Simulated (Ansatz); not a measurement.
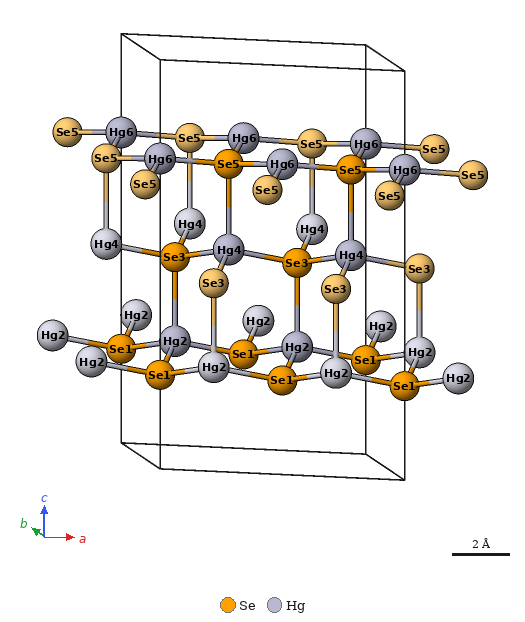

Figure 1. The structure (ball-and-stick view of the 2 × 1 repeat of the cell, with the vacuum cut short, seen slightly off an axis; neighbours outside the cell are drawn fainter; atoms are numbered from 1 in the order of the input). Near neighbours in the crystal (not all of them lie inside the picture): Se has 3 Hg at 2.64 Å; Hg has 4 Se at 2.64 to 3.11 Å; Se has 4 Hg at 2.58 to 3.11 Å; Hg has 3 Se at 2.58 Å.

**HgSe: a changed input and its effect**

System: HgSe (slab, 6 atoms in the cell).
Method of run A: DFT PBE, spin-orbit coupling, plane waves, PAW (Ansatz 0.2.0).

The structure derives from an entry of the Crystallography Open Database. Text and figures count atoms from 1; the logs count them from 0 in places.

Input, run A:
```yaml
crystal:
  lattice:
    - [4.4266592229, 0.0, 0.0]
    - [-2.2133296114, 3.8335993409, 0.0]
    - [0.0, 0.0, 23.1322922709]
  atoms:
    - { symbol: Se, position: [0.0, 0.0, 0.3265940654] }
    - { symbol: Hg, position: [0.3333333333, 0.6666666667, 0.3551821679] }
    - { symbol: Se, position: [0.3333333333, 0.6666666667, 0.4868853962] }
    - { symbol: Hg, position: [0.6666666667, 0.3333333333, 0.51545021] }
    - { symbol: Se, position: [0.6666666667, 0.3333333333, 0.6498484461] }
    - { symbol: Hg, position: [0.0, 0.0, 0.6660397144] }
basis:
  ecutwfc: 420
kpoints:
  mp_grid: { grid: [9, 9, 1] }
  band_path:
    path:
      - [0.5, 0, 0]
      - [0, 0, 0]
      - [0.3333333333333, 0.3333333333333, 0]
      - [0.5, 0, 0]
    npoints: 12
hamiltonian:
  xc: pbe
scf:
  occupations: { method: gaussian, width: 0.1 }
  n_extra_bands: 36
output:
  forces: true
  eigenvalues: true
  populations: true
  fatbands: true
  write_density: true
  write_potential: true
  elf: true
  volumetric_format: npy
magnetization:
  noncollinear: true
  spin_orbit: true
efield:
  axis: 3
  dipole_correction: true
  ramp_width: 0.04
```

Launched with:
```bash
ansatz run input.yaml --threads 2 --pin off --max-ram 5632MiB --backend cpu --events-out ev --progress --plain --runs-dir out
```

Hardware: 2 threads of Arm Neoverse V2, 24 GiB of memory available, shared host.

Output, shortened to warnings, some set-up lines, iterations and results (run A):
```
WARN: The output density's exchange-correlation potential varies sharply where the density is thin. Do not read a vacuum level from v_tot or v_xc, or from such a field of the output density. On a cell that repeats whose density bears no net charge and no dipole along the vacuum's axis use v_es (v_loc + v_h of the components); under efield.dipole_correction with no amplitude use v_es + v_field, …
Basis set: ecut = 420 eV, 7763 PW (Γ), exchange–correlation on 60×60×320 points (8 copies of the dense FFT grid, shifted against one another)
Symmetry: 6 space group operations + 6 with time reversal
k-points: 12 of 81 (time reversal used)
Initial density: superposition of atomic densities (neutral atoms: chi_scale 0, normalization atom)
[...]
SCF iter   1: F=—  HF=-57971.883736 eV  |F-HF|=—  |Δ(HF+E_count)|=         —  Δρ=2.23e-2  dr2=5.12e0  dr2_m=0.00e0 (ungated)  ethr=3.10e-3  |M|=0.00e0 ∫|m|=0.00e0 μB  …
SCF iter   2: F=—  HF=-57972.199662 eV  |F-HF|=—  |Δ(HF+E_count)|=   3.16e-1  Δρ=2.65e-2  dr2=1.60e1  dr2_m=0.00e0 (ungated)  ethr=3.10e-3  |M|=0.00e0 ∫|m|=0.00e0 μB  …
SCF iter   3: F=—  HF=-57970.741480 eV  |F-HF|=—  |Δ(HF+E_count)|=    1.46e0  Δρ=6.83e-3  dr2=9.02e-1  dr2_m=0.00e0 (ungated)  ethr=3.10e-3  |M|=0.00e0 ∫|m|=0.00e0 μB  …
SCF iter   4: F=—  HF=-57970.605042 eV  |F-HF|=—  |Δ(HF+E_count)|=   1.36e-1  Δρ=2.57e-3  dr2=9.24e-2  dr2_m=0.00e0 (ungated)  ethr=8.35e-4  |M|=0.00e0 ∫|m|=0.00e0 μB  …
SCF iter   5: F=—  HF=-57970.588988 eV  |F-HF|=—  |Δ(HF+E_count)|=   1.61e-2  Δρ=9.45e-4  dr2=3.71e-2  dr2_m=0.00e0 (ungated)  ethr=8.56e-5  |M|=0.00e0 ∫|m|=0.00e0 μB  …
SCF iter   6: F=—  HF=-57970.586097 eV  |F-HF|=—  |Δ(HF+E_count)|=   2.89e-3  Δρ=3.90e-4  dr2=1.72e-3  dr2_m=0.00e0 (ungated)  ethr=3.44e-5  |M|=0.00e0 ∫|m|=0.00e0 μB  …
SCF iter   7: F=—  HF=-57970.586021 eV  |F-HF|=—  |Δ(HF+E_count)|=   7.58e-5  Δρ=1.69e-4  dr2=8.11e-4  dr2_m=0.00e0 (ungated)  ethr=1.59e-6  |M|=0.00e0 ∫|m|=0.00e0 μB  …
SCF iter   8: F=—  HF=-57970.585966 eV  |F-HF|=—  |Δ(HF+E_count)|=   5.53e-5  Δρ=6.50e-5  dr2=9.89e-5  dr2_m=0.00e0 (ungated)  ethr=7.51e-7  |M|=0.00e0 ∫|m|=0.00e0 μB  …
SCF iter   9: F=—  HF=-57970.586169 eV  |F-HF|=—  |Δ(HF+E_count)|=   2.04e-4  Δρ=2.89e-5  dr2=4.18e-6  dr2_m=0.00e0 (ungated)  ethr=9.16e-8  |M|=0.00e0 ∫|m|=0.00e0 μB  …
SCF iter  10: F=—  HF=-57970.586170 eV  |F-HF|=—  |Δ(HF+E_count)|=   1.04e-6  Δρ=8.97e-6  dr2=5.49e-7  dr2_m=0.00e0 (ungated)  ethr=3.87e-9  |M|=0.00e0 ∫|m|=0.00e0 μB  …
SCF iter  11: F=-57970.586171 eV  HF=-57970.586171 eV  |F-HF|=2.10e-8  |Δ(HF+E_count)|=   6.30e-7  Δρ=2.74e-6  dr2=6.03e-8  dr2_m=0.00e0 (ungated)  ethr=9.26e-11  |M|=0.00e0 …
SCF 1 converged in 11 iterations: F = -57970.586171 eV  dr2 = 6.03e-8
NSCF: frozen V_eff on 37 k-points
efield: sawtooth ramp at fractional position 0.9763 (kept from the solve that this one continues, or follows in the run), width 0.0400; the density the first Hamiltonian is built on has a dipole p = 0.196 e·Å; the dipole correction subtracts the counter field D = 9.04e-2 V/Å, which shifts the + …
[...]
```

For run B the input was changed thus:
```diff
-  n_extra_bands: 36
+  n_extra_bands: 18
-magnetization:
-  noncollinear: true
-  spin_orbit: true
```

What does this change do to the results?

Spin–orbit coupling is switched off. The total energies belong to different models, so their difference says nothing on which is more stable or more accurate. The largest force goes from 0.036 to 0.003 eV/Å. The work function goes from 3.95 to 3.92 eV. The SCF takes 12 iterations against 11. On the same kind of shared host run B took about 0.14 times as long.

Output, shortened to warnings, some set-up lines, iterations and results (run B):
```
WARN: The output density's exchange-correlation potential varies sharply where the density is thin. Do not read a vacuum level from v_tot or v_xc, or from such a field of the output density. On a cell that repeats whose density bears no net charge and no dipole along the vacuum's axis use v_es (v_loc + v_h of the components); under efield.dipole_correction with no amplitude use v_es + v_field, …
Basis set: ecut = 420 eV, 7763 PW (Γ), exchange–correlation on 60×60×320 points (8 copies of the dense FFT grid, shifted against one another)
Symmetry: 6 space group operations
k-points: 12 of 81 (time reversal used)
Initial density: superposition of atomic densities (neutral atoms: chi_scale 0, normalization atom), corrected by the library's trained network
[...]
SCF iter   1: F=—  HF=-57848.263845 eV  |F-HF|=—  |Δ(HF+E_count)|=         —  Δρ=2.74e-3  dr2=6.76e-1  ethr=1.77e-3  p=0.083 e·Å  D=3.83e-2 V/Å  ΔV_dip=-0.89 eV  …
SCF iter   2: F=—  HF=-57848.672834 eV  |F-HF|=—  |Δ(HF+E_count)|=   4.09e-1  Δρ=1.21e-2  dr2=1.49e1  ethr=6.26e-4  p=0.397 e·Å  D=1.83e-1 V/Å  ΔV_dip=-4.23 eV  …
SCF iter   3: F=—  HF=-57848.213276 eV  |F-HF|=—  |Δ(HF+E_count)|=   4.60e-1  Δρ=2.19e-3  dr2=4.55e-1  ethr=6.26e-4  p=0.130 e·Å  D=6.01e-2 V/Å  ΔV_dip=-1.39 eV  …
SCF iter   4: F=—  HF=-57848.183892 eV  |F-HF|=—  |Δ(HF+E_count)|=   2.94e-2  Δρ=1.57e-3  dr2=2.42e-1  ethr=4.21e-4  p=0.151 e·Å  D=6.96e-2 V/Å  ΔV_dip=-1.61 eV  …
SCF iter   5: F=—  HF=-57848.169818 eV  |F-HF|=—  |Δ(HF+E_count)|=   1.41e-2  Δρ=9.95e-4  dr2=3.16e-2  ethr=2.24e-4  p=0.201 e·Å  D=9.25e-2 V/Å  ΔV_dip=-2.14 eV  …
SCF iter   6: F=—  HF=-57848.169317 eV  |F-HF|=—  |Δ(HF+E_count)|=   5.01e-4  Δρ=6.35e-4  dr2=2.93e-2  ethr=2.93e-5  p=0.207 e·Å  D=9.56e-2 V/Å  ΔV_dip=-2.21 eV  …
SCF iter   7: F=—  HF=-57848.167639 eV  |F-HF|=—  |Δ(HF+E_count)|=   1.68e-3  Δρ=1.93e-4  dr2=3.17e-4  ethr=2.72e-5  p=0.202 e·Å  D=9.32e-2 V/Å  ΔV_dip=-2.16 eV  …
SCF iter   8: F=—  HF=-57848.167587 eV  |F-HF|=—  |Δ(HF+E_count)|=   5.21e-5  Δρ=8.55e-5  dr2=1.07e-4  ethr=2.94e-7  p=0.201 e·Å  D=9.27e-2 V/Å  ΔV_dip=-2.14 eV  …
SCF iter   9: F=—  HF=-57848.167580 eV  |F-HF|=—  |Δ(HF+E_count)|=   6.84e-6  Δρ=3.62e-5  dr2=8.82e-5  ethr=9.91e-8  p=0.200 e·Å  D=9.23e-2 V/Å  ΔV_dip=-2.14 eV  …
SCF iter  10: F=—  HF=-57848.167768 eV  |F-HF|=—  |Δ(HF+E_count)|=   1.88e-4  Δρ=1.32e-5  dr2=9.56e-6  ethr=8.16e-8  p=0.200 e·Å  D=9.21e-2 V/Å  ΔV_dip=-2.13 eV  …
SCF iter  11: F=—  HF=-57848.167768 eV  |F-HF|=—  |Δ(HF+E_count)|=   2.51e-7  Δρ=3.07e-6  dr2=4.26e-7  ethr=8.85e-9  p=0.200 e·Å  D=9.21e-2 V/Å  ΔV_dip=-2.13 eV  …
SCF iter  12: F=-57848.167768 eV  HF=-57848.167768 eV  |F-HF|=2.24e-9  |Δ(HF+E_count)|=   6.71e-9  Δρ=1.08e-6  dr2=1.12e-8  ethr=9.26e-11  p=0.200 e·Å  D=9.21e-2 V/Å  …
SCF 1 converged in 12 iterations: F = -57848.167768 eV  dr2 = 1.12e-8
NSCF: frozen V_eff on 37 k-points
efield: sawtooth ramp at fractional position 0.9763 (kept from the solve that this one continues, or follows in the run), width 0.0400; the density the first Hamiltonian is built on has a dipole p = 0.200 e·Å; the dipole correction subtracts the counter field D = 9.21e-2 V/Å, which shifts the + …
[...]
```

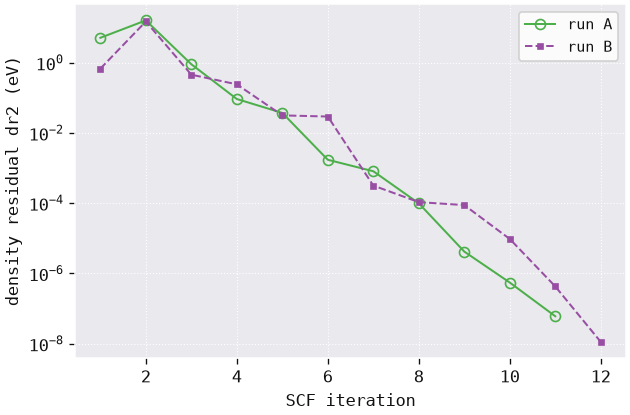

Figure 2. Convergence of the two runs: density residual dr2 against the SCF iteration. Run A takes 11 iterations in all, and run B takes 12.

The two runs side by side:

| quantity | run A | run B |
| --- | --- | --- |
| outcome | converged | converged |
| free energy per atom (eV) | −9661.7644 | −9641.3613 |
| energy per atom, smearing taken to zero (eV) | −9661.7637 | −9641.3606 |
| gap on the mesh (eV) | 0.00 | 0.00 |
| net moment of the cell (μB) | 0.00 | – |
| absolute moment of the cell (μB) | 0.00 | – |
| work function (eV) | 3.95 | 3.92 |
| largest force (eV/Å) | 0.036 | 0.003 |
| SCF iterations | 11 | 12 |
| irreducible k-points | 12 | 12 |
| plane waves at Γ | 7763 | 7763 |
| wall time (shared host) | 8.4 min | 69 s |

For both runs: Warnings: the exchange-correlation potential is rough where the density is thin. For run B: Spin–orbit coupling is left out, which matters for Hg.
